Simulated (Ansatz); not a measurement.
## A series of single points on AlN

System: AlN (Cm, 2 atoms in the cell).
Method: DFT PBEsol, scalar-relativistic, plane waves, PAW, no spin polarisation (Ansatz 0.2.0).

The 8 runs differ only in the geometry, by a shift of atoms along one path in a fixed cell. The shift s is measured from run 5: Al1 moves along the Cartesian direction (0.00, −0.71, −0.71). The structure derives from a Materials Project entry.

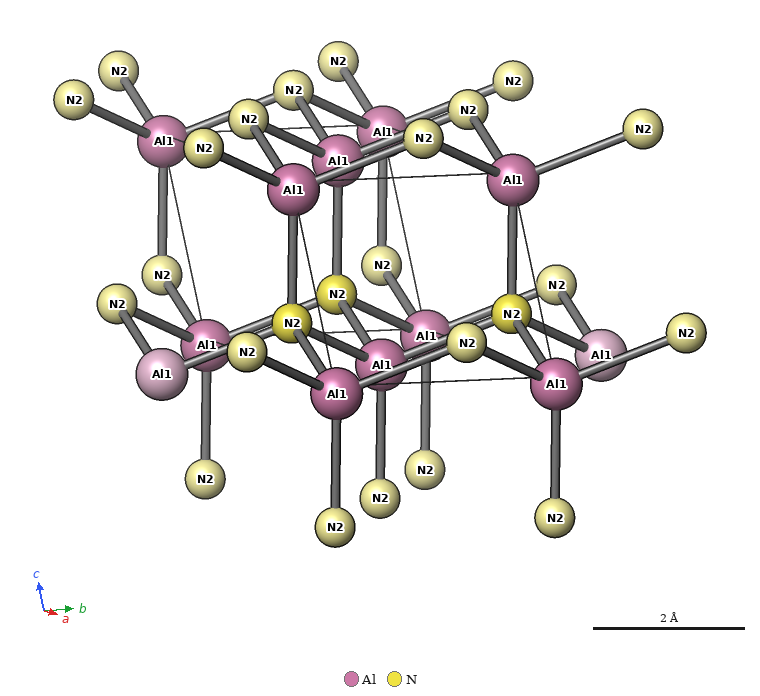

Figure 1. The structure of run 5 (ball-and-stick view of the cell 2 times as large as that of the calculation, set on its symmetry axes, seen slightly off an axis; neighbours outside the cell are drawn fainter; atoms are numbered from 1 in the order of the input).

## Input of run 5
```yaml
crystal:
  lattice:
    - [0.0, 2.1839935596, 2.1839935596]
    - [2.1839935596, 0.0, 2.1839935596]
    - [2.1839935596, 2.1839935596, 0.0]
  atoms:
    - { symbol: Al, position: [-0.036423877, 0.0, 0.0] }
    - { symbol: "N", position: [0.75, 0.75, 0.75] }
basis:
  ecutwfc: 420
kpoints:
  mp_grid: { grid: [10, 10, 10] }
hamiltonian:
  xc: pbesol
scf:
  occupations: { method: gaussian, width: 0.05 }
output:
  forces: true
  stress: true
  eigenvalues: true
```

Command:
```bash
ansatz run input.yaml --threads 1 --pin off --max-ram 2560MiB --backend cpu --events-out ev --progress --plain --runs-dir out
```

Lattice vectors (Å) and fractional positions of run 5:
```
   0.000000    2.183994    2.183994
   2.183994    0.000000    2.183994
   2.183994    2.183994    0.000000
Al -0.036424 -0.000000  0.000000
N   0.750000  0.750000  0.750000
```

Run 4 differs from it as follows:
```diff
-    - { symbol: Al, position: [-0.036423877, 0.0, 0.0] }
+    - { symbol: Al, position: [-0.0242825847, 0.0, 0.0] }
```

## Results, with one run withheld

| run | shift s of Al1 (Å) | free energy per atom, from the lowest run given (meV) | pressure (GPa) | gap on the mesh (eV) | force along the path (eV/Å) |
| --- | --- | --- | --- | --- | --- |
| 1 | −0.4125 | 347.05 | 13.00 | 2.46 | 5.025 |
| 2 | −0.2625 | 78.23 | 4.16 | 2.81 | 2.265 |
| 3 | −0.0750 | 0.00 | 1.52 | 3.10 | −0.546 |
| 4 | −0.0375 | ? | ? | ? | ? |
| 5 | 0.0000 | 41.37 | 2.92 | 2.90 | −1.671 |
| 6 | 0.0750 | 126.50 | 5.77 | 2.71 | −2.890 |
| 7 | 0.1125 | 186.85 | 7.77 | 2.63 | −3.554 |
| 8 | 0.1500 | 260.06 | 10.18 | 2.54 | −4.263 |

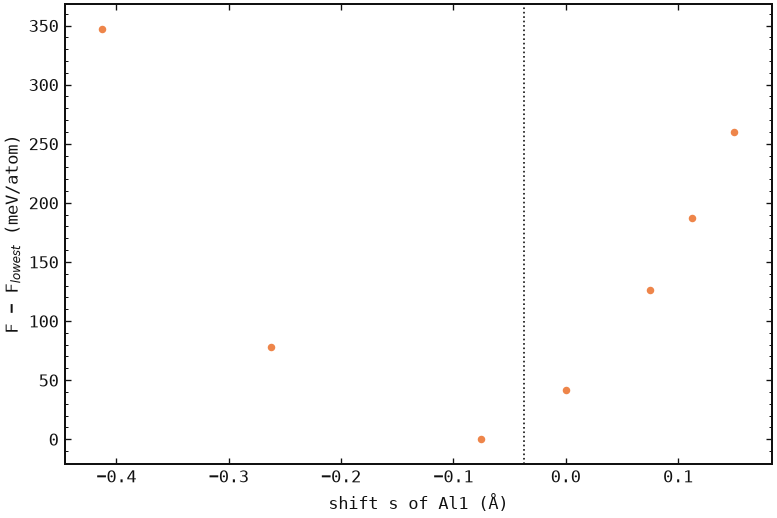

Figure 2. Free energy per atom of the runs given; the dotted line marks run 4.

Fit the runs given and predict run 4.

A cubic polynomial in the coordinate, fitted to the 7 runs given, misses them by at most 2.48 meV per atom. With x = s + 0.0589, it reads F = 3.294 + 420.69 x + 3868.1 x² − 191.77 x³ (meV per atom). At run 4 it gives 14.07 meV per atom, and the run itself gives 15.42. The slope of the fit gives a force −dF/ds of −1.172 eV/Å along the path (summed over the atoms that move), and the printed forces give −1.101 eV/Å. The fit has its minimum at s = −0.1131 Å. So low a polynomial doesn't follow these energies more closely. The gap on the mesh lies between 2.46 eV (run 1) and 3.10 eV (run 3); run 4 has 3.00 eV. These are gaps of this functional on this mesh, which can miss the band edges; they aren't the measured gap.

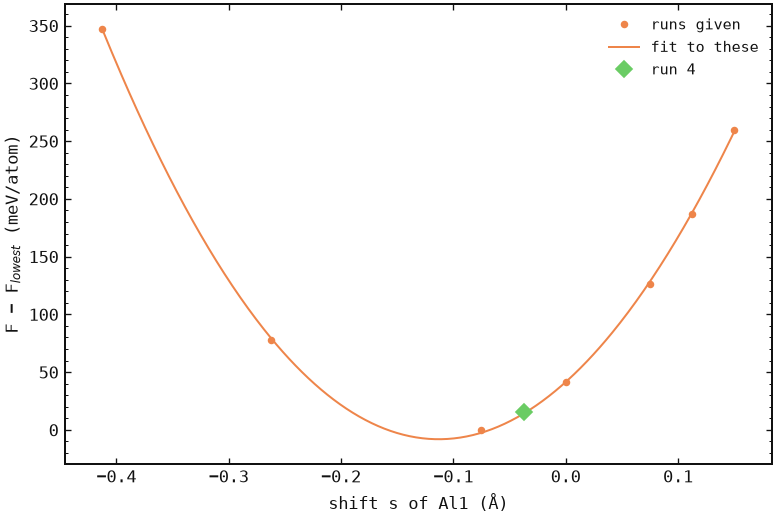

Figure 3. The fit and the withheld run.

## Output, shortened to warnings, some set-up lines, iterations and results (run 4)
```
Basis set: ecut = 420 eV, 411 PW (Γ), exchange–correlation on 48×48×48 points (8 copies of the dense FFT grid, shifted against one another)
Symmetry: 2 space group operations
k-points: 282 of 1000 (time reversal used)
Initial density: superposition of atomic densities (neutral atoms: chi_scale 0, normalization atom), corrected by the library's trained network
[...]
SCF iter   1: F=—  HF=-905.878413 eV  |F-HF|=—  |Δ(HF+E_count)|=         —  Δρ=9.91e-3  dr2=2.19e-2  ethr=1.77e-3  ⟨swp⟩=4.6  Hψ=16535  notcnv=0
SCF iter   2: F=—  HF=-905.872965 eV  |F-HF|=—  |Δ(HF+E_count)|=   5.45e-3  Δρ=4.21e-3  dr2=2.85e-3  ethr=2.73e-4  ⟨swp⟩=2.7  Hψ=6216  notcnv=0
SCF iter   3: F=—  HF=-905.872083 eV  |F-HF|=—  |Δ(HF+E_count)|=   8.82e-4  Δρ=6.17e-4  dr2=4.25e-5  ethr=3.57e-5  ⟨swp⟩=2.5  Hψ=3540  notcnv=0
SCF iter   4: F=—  HF=-905.872084 eV  |F-HF|=—  |Δ(HF+E_count)|=   5.59e-7  Δρ=5.98e-5  dr2=2.58e-7  ethr=5.31e-7  ⟨swp⟩=1.6  Hψ=2791  notcnv=0
SCF iter   5: F=-905.872084 eV  HF=-905.872084 eV  |F-HF|=5.96e-11  |Δ(HF+E_count)|=   1.25e-7  Δρ=5.87e-6  dr2=3.36e-9  ethr=3.23e-9  ⟨swp⟩=2.1  Hψ=3369  notcnv=0
SCF iter   6: F=-905.872084 eV  HF=-905.872084 eV  |F-HF|=3.52e-12  |Δ(HF+E_count)|=  8.02e-10  Δρ=7.28e-7  dr2=5.79e-11  ethr=4.19e-11  ⟨swp⟩=1.2  Hψ=6839  notcnv=0
SCF 1 converged in 6 iterations: F = -905.872084 eV  dr2 = 5.79e-11
SCF converged after 6 iterations
Free energy (F): -905.872084 eV
Harris-Foulkes:  -905.872084 eV  (|F-HF|=3.52e-12)
Internal energy: -905.872084 eV  (E = F + TS)
E sigma→0 (E₀):  -905.872084 eV
Fermi energy:    8.563947 eV
--- Per-component energies (eV) ---
  E_band       = 14.526941
  E_kinetic    = 158.898523
  E_local      = -221.905512  (includes V_loc(G=0)·N_el)
  E_nonlocal   = 55.797863
  E_hartree    = 76.285951
  E_xc         = -100.705767
  E_vxc        = -107.474817  (∫ρ·V_xc dr)
  E_paw        = -577.809159  (= ΣΔE_a)
  E_vpaw       = -23.361068  (= ΣTr[D̂ρ^β])
  E_aug_tail   = 0.000093  (compensation charges beyond the density's cutoff)
  E_ewald      = -296.481314
  E_core_change = 0.047238  (= ΣΔE_core)
  E_smearing   = -0.000000  (= −TS)
  E_closure    = 0.000000  (closes the sum)
  Σ components = -905.872084   (vs F -905.872084, Δ=0.00e0)
--- Forces (eV/Å), atoms counted from 1 ---
  atom   1  Al     0.17184838     0.77829181     0.77829181
  atom   2  N     -0.17184971    -0.77829670    -0.77829670
  max |Σ_I F_I| component: 4.89e-6 eV/Å
--- Stress (GPa, compression-positive) ---
        2.418200       3.814566       3.814566
        3.814592       1.858365       0.815339
        3.814592       0.815339       1.858365
  P = ⅓ Tr σ = 2.0450 GPa (20.450 kbar)
```
